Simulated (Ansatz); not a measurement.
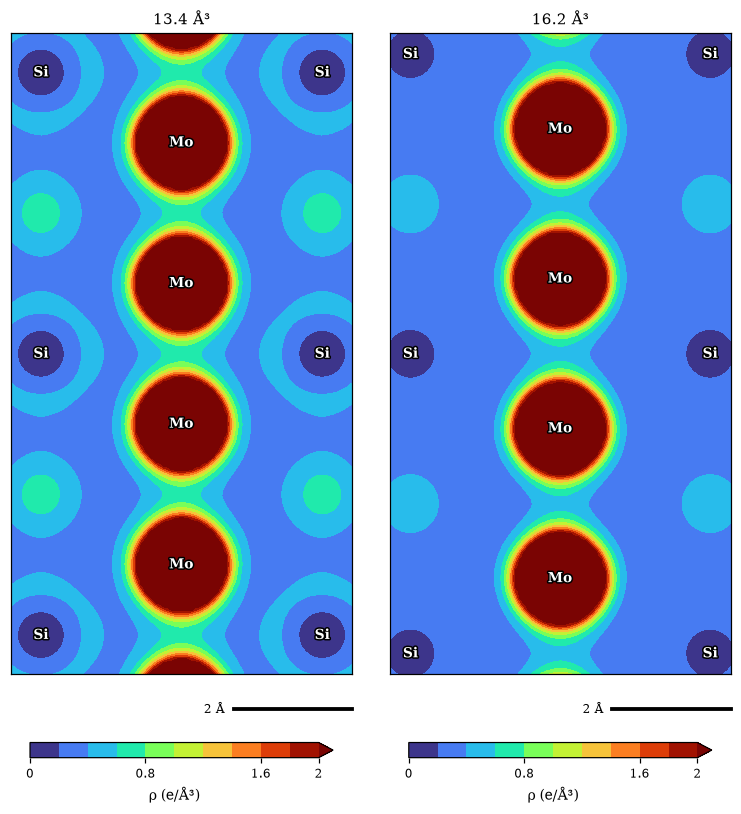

SiMo3. The valence pseudo-density of cells scaled evenly to different volumes (given per atom above each panel), on the (100) plane of each (indices in the axes of the cell below), at one length scale and on one colour scale.

Computed without spin polarisation.

All numbers below come from DFT PBE, scalar-relativistic, plane waves, PAW in Ansatz.

In a PAW calculation such maps are meaningful between the atoms, not at the nuclei.

The largest cell:

```
Si Mo
1.0
     5.06483    0.00000    0.00000
     0.00000    5.06483    0.00000
     0.00000    0.00000    5.06483
Si Mo
2 6
Direct
  0.00000 0.00000 0.00000
  0.50000 0.50000 0.50000
  0.25000 0.00000 0.50000
  0.50000 0.75000 0.00000
  0.75000 0.00000 0.50000
  0.50000 0.25000 0.00000
  0.00000 0.50000 0.75000
  0.00000 0.50000 0.25000
```

| volume (Å³/atom) | Mo–Mo contact in the plane (Å) | ρ at its midpoint (e/Å³) | pressure (GPa) | 
| --- | --- | --- | --- |
| 13.44 | 2.377 | 0.711 | 28.7 | 
| 15.65 | 2.501 | ? | ? | 
| 16.24 | 2.532 | 0.552 | −19.2 | 

### What values belong in the row with question marks?

Over the known rows ln ρ falls by 1.63 per Å of Mo–Mo distance (the line through the two), which gives 0.581 e/Å³ at 2.501 Å; the calculation gives 0.581 e/Å³. For the pressure, a straight line in volume between the neighbouring rows gives −9.1 GPa; the calculation gives −12.8, lower because pressure rises ever faster on compression.
